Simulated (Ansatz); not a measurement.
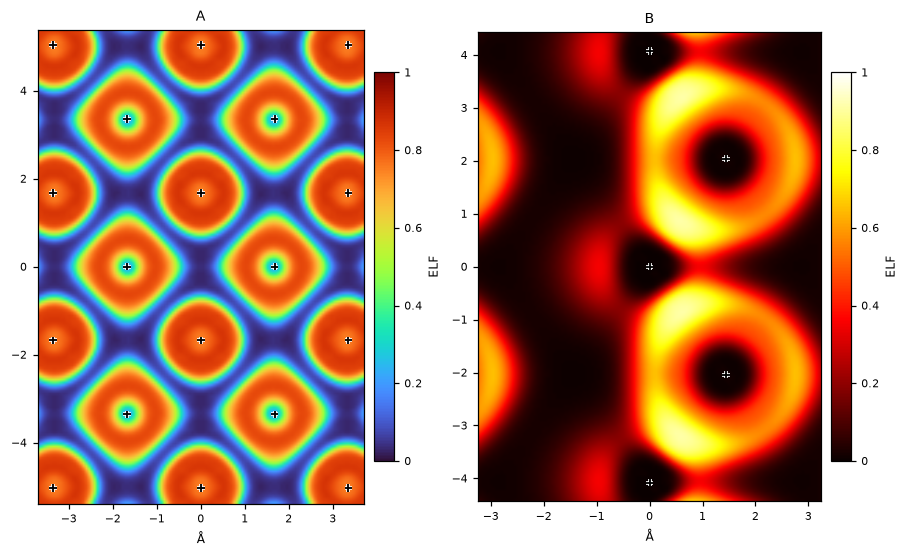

The electron localisation function of 2 systems, each on a plane through atoms (crosses mark nuclei in the plane).

Computed with DFT, HSE06, plane waves, PAW in Ansatz.

System 1: CaO, the (001) plane of the conventional cell. Space group I4/mmm; started from the rocksalt prototype, which need not be the ambient phase; changed on purpose from its base cell (epitaxial xy strain -1.0%); computed pressure about 2 GPa in this cell.

```xyz
4
Lattice="2.3736 -2.3736 0.0000 2.3736 2.3736 0.0000 0.0000 0.0000 4.8191" Properties=species:S:1:pos:R:3 pbc="T T T"
Ca    0.0000    0.0000    0.0000
Ca    2.3736    0.0000    2.4095
O     2.3736    0.0000    0.0000
O     0.0000    0.0000    2.4095
```

System 2: BeTe, the (011) plane of the conventional cell. Space group F-43m; started from the zincblende prototype, which need not be the ambient phase; changed on purpose from its base cell (hydrostatic strain +2.0%); computed pressure about −4 GPa in this cell.

Question: Match each panel to its system.

Answer: Panel A is system 1, CaO: the plane holds Ca and O. Ca–O (2.37 Å): the ELF peaks at about 0.85 in the valence shell of O, 0.6 Å from its nucleus, and is about 0.10 at the midpoint: a largely ionic contact. Panel B is system 2, BeTe: the plane holds Be and Te. Be–Te (2.50 Å): the ELF peaks at about 0.90 between the atoms, as expected for a shared electron pair.
